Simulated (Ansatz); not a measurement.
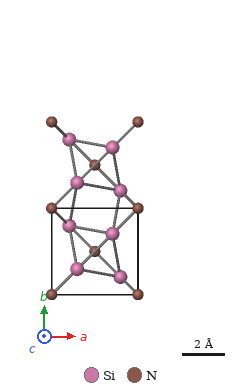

Starting structure of crystalline Si₂N (a generated structure, set up in P4_2/mnm) (coarse preliminary run). The picture is a ball-and-stick view of the cell of the calculation, repeated 1 × 2 × 1 with one cell outlined, seen along the c axis.

Case: Hf → Si on all its sites, cell and atoms relaxed.

Level of theory: Ansatz, DFT r2SCAN, scalar-relativistic, plane waves, PAW.

Input
```yaml
crystal:
  lattice:
    - [4.1939307853, 0.0, 0.0]
    - [0.0, 4.1939307853, 0.0]
    - [0.0, 0.0, 2.5596143207]
  atoms:
    - { symbol: Si, position: [0.2954865864, 0.2954865864, 0.0] }
    - { symbol: Si, position: [0.7045134136, 0.7045134136, 0.0] }
    - { symbol: Si, position: [0.7954865864, 0.2045134136, 0.5] }
    - { symbol: Si, position: [0.2045134136, 0.7954865864, 0.5] }
    - { symbol: "N", position: [0.0, 0.0, 0.0] }
    - { symbol: "N", position: [0.5, 0.5, 0.5] }
basis:
  ecutwfc: 500
kpoints:
  mp_grid: { grid: [6, 6, 8] }
hamiltonian:
  xc: r2scan
scf:
  occupations: { method: gaussian, width: 0.1 }
output:
  forces: true
  stress: true
  eigenvalues: true
relax:
  adjacent_minimum: "off"
  f_tol: 0.05
  max_steps: 60
  cell: { stress_tol: 0.5 }
```

Command:
```bash
ansatz run input.yaml --threads 1 --pin off --max-ram 2560MiB --backend cpu --events-out ev --progress --plain --runs-dir out
```

### Where does the relaxation end?

The largest moves relative to the cell, 0.57 Å, are those of Si1, Si2, Si3 and Si4. Si1 goes along [1 1 0]. N stays in place. The drawn cell changes as follows: a = b 4.194 → 6.637 Å (+58.3 %), c 2.560 → 2.546 Å (−0.5 %); the volume changes by +149.1 %. Among the contacts that change: Si1–Si2 3.014 → 5.099 Å, Si1–N5 1.753 → 3.343 Å, Si1–Si3 2.486 → 3.824 Å, Si1–Si2 (another image) 2.426 → 2.700 Å. Bonds break, among them: Si1–N5 (1.75 → 3.34 Å), Si1–Si3 (2.49 → 3.82 Å), Si1–Si4 (2.49 → 3.82 Å), Si2–N5 (1.75 → 3.34 Å). Bond angles that change, for instance: Si1–N6–Si1 93.1° → 86.6°, Si1–N6–Si2 86.9° → 93.4°, N6–Si2–N6 93.1° → 86.6°. The space group stays P4_2/mnm (No. 136). The energy falls by 11.211 eV per cell of the calculation in 19 accepted moves (23 points after the start). The largest force component goes from 1.4 to 0.0012 eV/Å. The pressure goes from 135.84 to 0.25 GPa. The line search rejected the trial steps at points 6, 14 of the run. At 2 points the geometry stayed and the basis and grid were re-selected for the new cell (energy shift of 0.928 eV per cell of the calculation at most each time). Cost: 3.4 min on 1 thread of Intel(R) Xeon(R) Processor @ 2.70GHz (shared host), peak memory 0.67 GiB.

After the run, drawn alike:

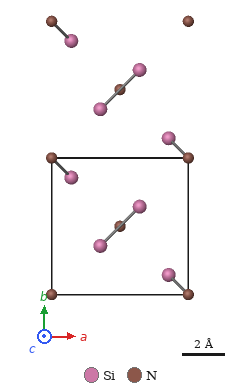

Limits of the set-up: layers or molecules are held without a dispersion correction, so their spacing is unreliable.
